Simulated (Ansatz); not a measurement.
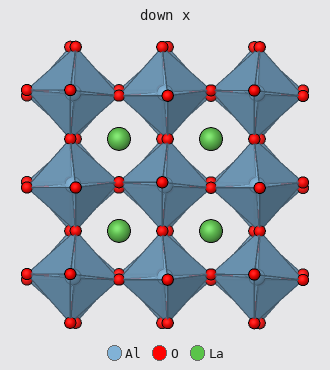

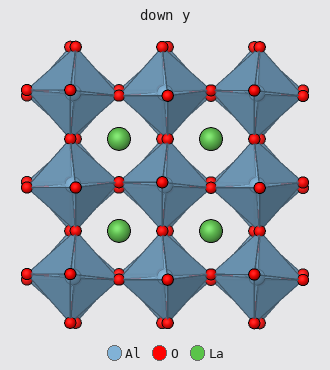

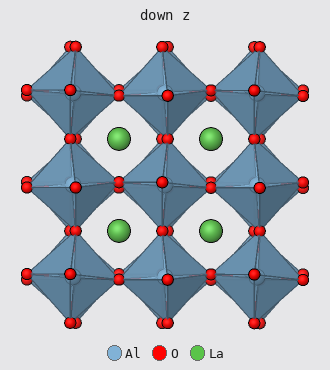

Blocks of 3 × 3 × 3 octahedra, seen down the three pseudocubic axes x, y and z (centre-to-centre directions).

System LaAlO3; source of the atomic positions: the geometry relaxed with Ansatz 0.2.0, DFT, r2SCAN, plane waves, PAW.

### Which atoms centre the octahedra, which link them, and which fill the cavities?

Al at the centres, O at the shared corners, La in the cavities: a perovskite-type framework of corner-sharing octahedra.

### How are the octahedra tilted about each axis, and what is the Glazer symbol?

About x: out of phase, 3.4°; about y: out of phase, 3.4°; about z: out of phase, 3.4°. Glazer symbol a-a-a- (angles are the components of the best-fitting rigid rotation, averaged over the octahedra).

### What are the Al–O–Al angles?

Along x: 170.4°; along y: 170.4°; along z: 170.4°.

### Which space group does the whole structure have?

R-3c (No. 167).
